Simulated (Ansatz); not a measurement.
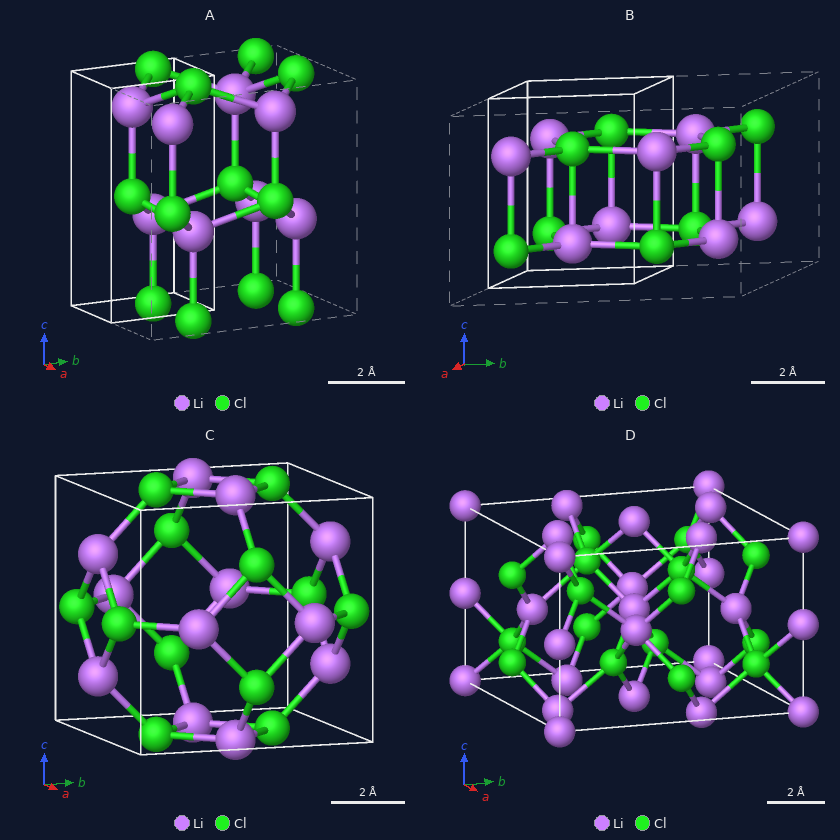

Four structures of LiCl, each relaxed to rest (conventional cells in solid outline, small ones repeated, each panel with its own scale). Method: DFT PBE, scalar-relativistic, plane waves, PAW (Ansatz 0.2.0), without spin polarisation.

Question: Name the structure in each panel.

Answer: A: wurtzite, P6_3mc; B: 4 atoms a cell on a primitive hexagonal lattice, P6_3/mmc; C: 12 atoms a cell on a primitive cubic lattice, Pm-3n; D: 24 atoms a cell on a body-centred tetragonal lattice, I-4c2.

Question: Which of these is lowest in energy, and how far above it do the others lie?

Answer: A, then B (+21 meV/atom), C (+32 meV/atom) and D (+119 meV/atom), energies at zero smearing.

Question: Collect the results in a table.

Answer:
| panel | structure | E − E(lowest) (meV/atom) | volume (Å³/atom) | gap (eV) |
| --- | --- | --- | --- | --- |
| A | P6_3mc | 0 | 21.0 | 5.94 |
| B | P6_3/mmc | 21 | 20.1 | 5.57 |
| C | Pm-3n | 32 | 26.0 | 5.36 |
| D | I-4c2 | 119 | 22.2 | 4.30 |

Some of these may be structure types tried for this composition rather than known phases, and the most stable form need not be among them. Gaps are taken on the k-mesh or band path of each run.
